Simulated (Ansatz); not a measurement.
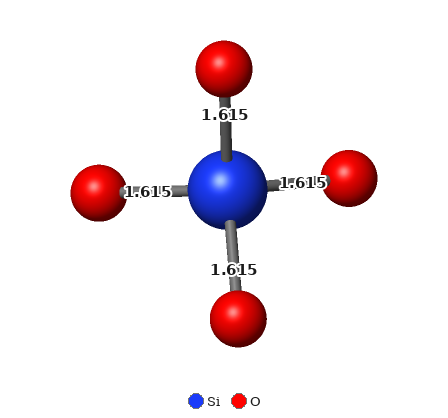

The surroundings of site Si1 (at 0.333, 0.667, 0.062) in SiO2 (P6_3/mmc, No. 194), with bond lengths in Å.

Origin of the cell: a calculation's input that goes back to an entry of the Crystallography Open Database (an earlier step may have relaxed or displaced it).

```yaml
crystal:
  lattice:
    - [5.27603, 0.00000, 0.00000]
    - [-2.63802, 4.56918, 0.00000]
    - [0.00000, 0.00000, 8.61172]
  atoms:
    - { symbol: Si, position: [0.33333, 0.66667, 0.06244] }
    - { symbol: Si, position: [0.66667, 0.33333, 0.56244] }
    - { symbol: Si, position: [0.33333, 0.66667, 0.43756] }
    - { symbol: Si, position: [0.66667, 0.33333, 0.93756] }
    - { symbol: O, position: [0.33333, 0.66667, 0.25000] }
    - { symbol: O, position: [0.66667, 0.33333, 0.75000] }
    - { symbol: O, position: [0.50000, 0.00000, 0.00000] }
    - { symbol: O, position: [0.50000, 0.50000, 0.50000] }
    - { symbol: O, position: [0.00000, 0.50000, 0.00000] }
    - { symbol: O, position: [0.50000, 0.00000, 0.50000] }
    - { symbol: O, position: [0.50000, 0.50000, 0.00000] }
    - { symbol: O, position: [0.00000, 0.50000, 0.50000] }
```

Bond valence s = exp((R0 − d)/b), R0 fitted to published crystal structures with b = 0.37 Å; R0 in Å: Si4+–O 1.620.

> Calculate the bond-valence sum of Si1 from the bonds drawn.

4 × 1.014 = 4.05 v.u., against a formal valence of 4: a close match.

> And over the whole structure?

```csv
site,"x, y, z",formal valence,bond-valence sum,difference
Si1,"0.333, 0.667, 0.062",+4,4.07,0.07
O1,"0.333, 0.667, 0.250",−2,2.03,0.03
O2,"0.500, 0.000, 0.000",−2,2.03,0.03
```

These sums include all anions within 5 Å. The global instability index (root mean square of the differences over all atoms) is 0.05 v.u.: little strain. The cell was not relaxed for this table, and a volume that is off by a few per cent shifts all sums together.
